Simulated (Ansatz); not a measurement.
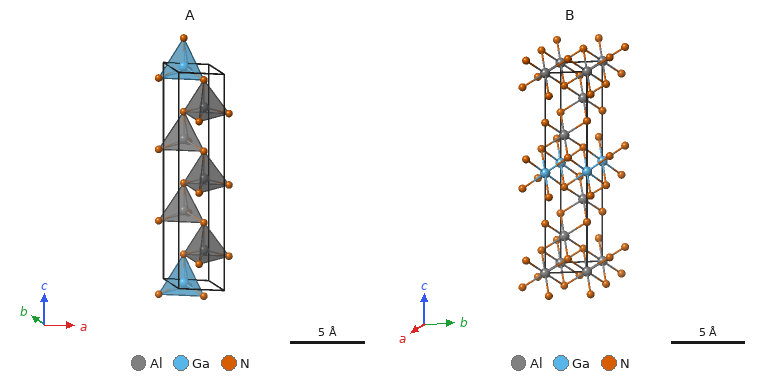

Two structures of Al₅GaN₆, each relaxed to rest (conventional cells in solid outline, small ones repeated, not to one scale). Method: DFT PBE, scalar-relativistic, plane waves, PAW in Ansatz, without spin polarisation.

Give the type and space group of each.

Answer. A: 12 atoms a cell on a primitive hexagonal lattice, P3m1. B: 12 atoms a cell on a primitive hexagonal lattice, P-3m1.

Which structure is more stable?

Answer. A is lower, by 229 meV/atom at this level of theory (energies at zero smearing). Volumes: A 10.8, B 8.6 Å³/atom.

One or both may be structure types tried for this composition rather than known phases.
